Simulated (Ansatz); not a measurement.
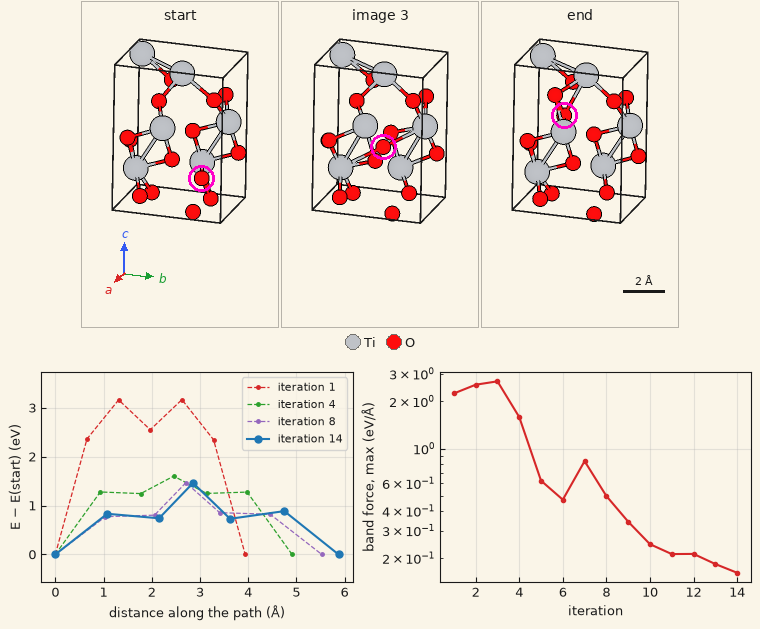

A search for the minimum-energy path of TiO2 with an interstitial O (19 atoms in the cell) by the nudged elastic band. Images are numbered from 0 (start) to 6 (end). The plot follows the band through its iterations. The picture is a ball-and-stick view of the reduced simulation cell (origin moved), seen slightly off an axis. The moving atom is ringed, with any periodic copies. Lengths and directions refer to the drawn axes. Bonds to atoms that aren't drawn are left out.

Method: DFT PBE, scalar-relativistic, plane waves, PAW (Ansatz 0.2.0). Set-up: plane-wave cutoff 420 eV; k-point mesh 3 × 3 × 2; Gaussian smearing 0.05 eV; spin collinear; 5 movable images; climbing image; force threshold 0.05 eV/Å; iteration limit 14; starting path by straight interpolation.

How did the profile develop, and is the result final?

Answer. The result isn't final. The band hadn't converged when the run stopped after 14 iterations. The largest component of the band force went from 2.2 to 0.16 eV/Å. The barrier read from it is provisional, though the highest image hardly moved in the last two iterations. The first iteration put the highest image at 3.17 eV. The barrier is about 1.46 eV in both directions, with image 3 at the top; the ends have nearly the same energy. The profile has 3 maxima (images 1, 3, 5) with a dip at image 2, 4 (+0.74 eV, +0.73 eV), which on an unconverged band is provisional.

Limits of the set-up: the periodic images lie only 5.6 Å apart, so the values are limited by the cell's size.

The run took 12 min on 4 threads of Arm Neoverse V1, with other jobs on the host, peak memory 1.8 GiB.

PAW datasets: the set soft_1.
